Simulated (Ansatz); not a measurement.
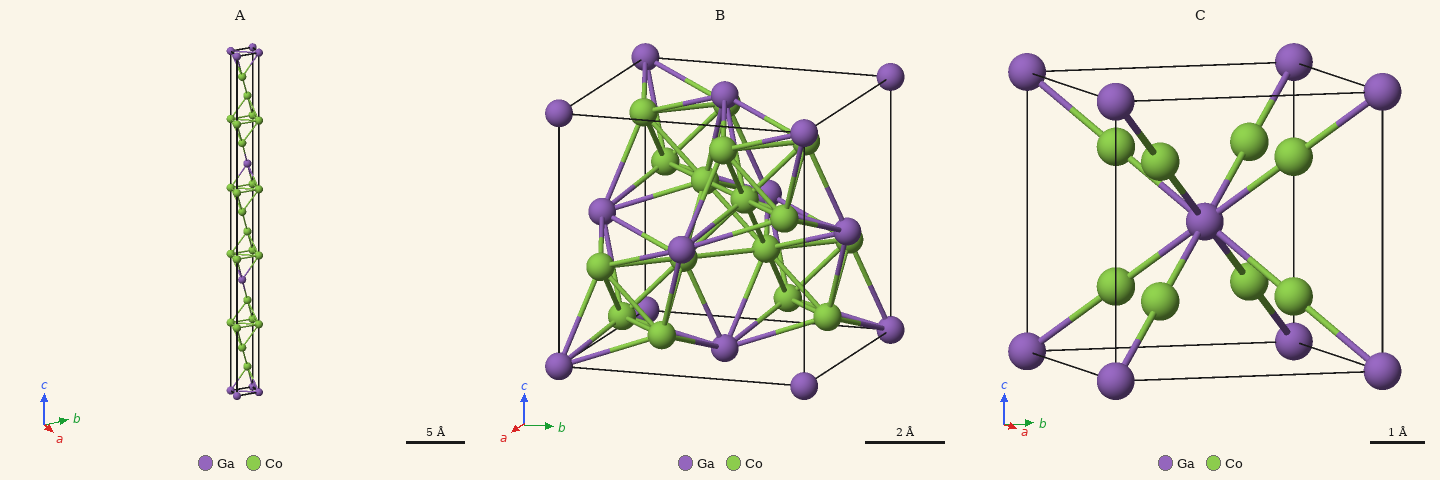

Three structures of GaCo$_{4}$, each relaxed to rest (conventional cells in solid outline, small ones repeated, each panel with its own scale). Method: DFT PBE, scalar-relativistic, plane waves, PAW in Ansatz 0.2.0, with collinear spins.

### Name the structure in each panel.

A: 15 atoms a cell on a rhombohedral (trigonal R) lattice, R-3m; B: 20 atoms a cell on a face-centred cubic lattice, F-43m; C: 10 atoms a cell on a body-centred cubic lattice, Im-3m.

### Which of these is lowest in energy, and how far above it do the others lie?

A, then B (+380 meV/atom) and C (+838 meV/atom), energies at zero smearing.

### Collect the results in a table.

| panel | structure | E − E(lowest) (meV/atom) | volume (Å³/atom) | gap (eV) |
| --- | --- | --- | --- | --- |
| A | R-3m | 0 | 11.7 | metal |
| B | F-43m | 380 | 14.6 | metal |
| C | Im-3m | 838 | 14.8 | metal |

Some of these may be structure types tried for this composition rather than known phases, and the most stable form need not be among them. Gaps are taken on the k-mesh or band path of each run.
